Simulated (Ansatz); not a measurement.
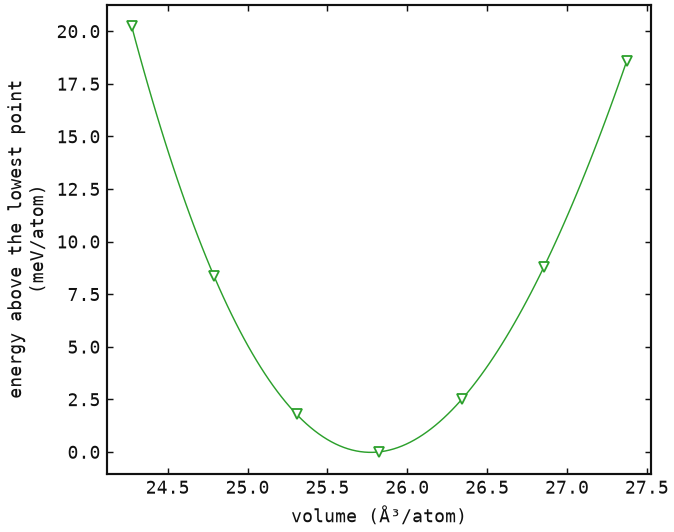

Plotted: energy above the lowest point against volume for Nb, space group Fd-3m (No. 227) (one of a set of cubic test structures, which need not be the stable phase).

Method: equation of state of a cubic crystal from periodic Kohn-Sham density functional theory without spin, third-order Birch-Murnaghan fit to the free energies; pressure corrected for the finite basis (Ansatz 0.2.0 development build). Level: PBE.

structure type diamond; atoms in cell 2; space group number 227; lattice centring face-centred primitive; k mesh 16×16×16; occupation method Fermi–Dirac; occupation width 0.06123 eV; wave cutoff 708 eV; datasets hand-made PAW; density tolerance 1e−09 eV; bands 17; density cutoff ratio 4; search for lower states default.

From this curve and the settings, what does the calculation give for the pressure at the same points?

The pressure falls from 4.574 GPa at volume 24.27 Å³/atom to −3.525 GPa at 27.37 Å³/atom, and changes sign near 25.77 Å³/atom.

```csv
volume (Å³/atom),pressure (GPa)
24.27,4.574
24.79,2.836
25.31,1.267
25.82,-0.140
26.34,-1.388
26.86,-2.512
27.37,-3.525
```

Caveats: cubic model structure, not the ambient form.
